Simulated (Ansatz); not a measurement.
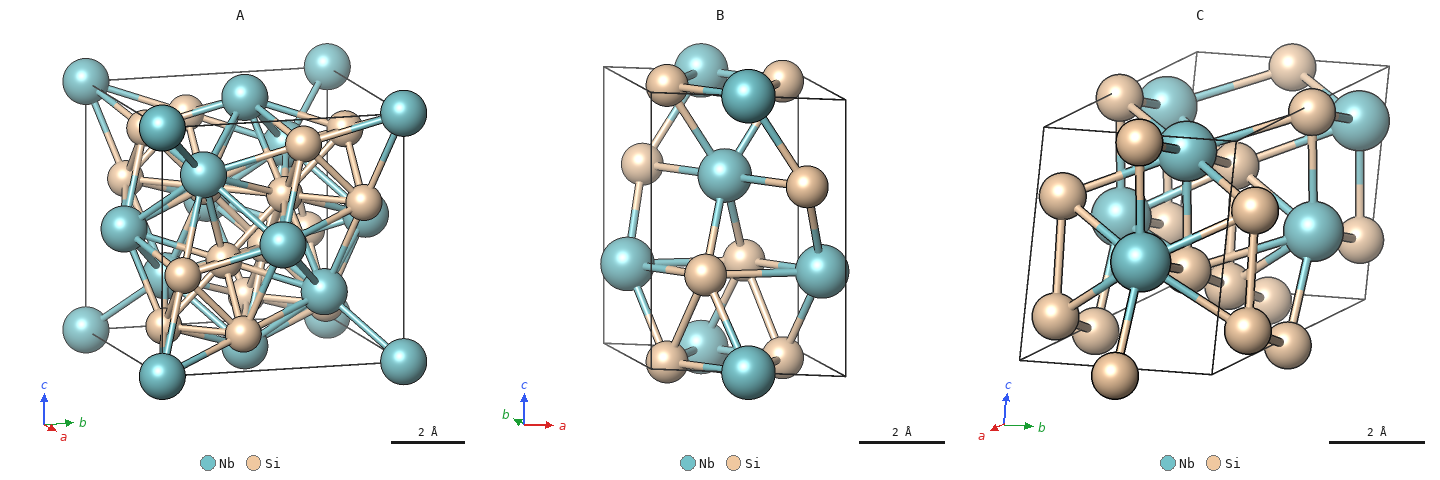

Three structures of NbSi$_{2}$, each relaxed to rest (conventional cells in solid outline, small ones repeated, each panel with its own scale). Method: DFT PBE, scalar-relativistic, plane waves, PAW in Ansatz 0.2.0, without spin polarisation.

Name the structure in each panel.

Answer. A: cubic Laves phase (C15, MgCu₂ type), Fd-3m; B: 9 atoms a cell on a primitive hexagonal lattice, P6_422; C: 12 atoms a cell on a base-centred monoclinic lattice, Cm.

Which of these is lowest in energy, and how far above it do the others lie?

Answer. B, then C (+307 meV/atom) and A (+579 meV/atom), energies at zero smearing.

Collect the results in a table.

Answer.
| panel | structure | E − E(lowest) (meV/atom) | volume (Å³/atom) | gap (eV) |
| --- | --- | --- | --- | --- |
| B | P6_422 | 0 | 14.7 | metal |
| C | Cm | 307 | 15.3 | metal |
| A | Fd-3m | 579 | 14.0 | metal |

Some of these may be structure types tried for this composition rather than known phases, and the most stable form need not be among them. Gaps are taken on the k-mesh or band path of each run.
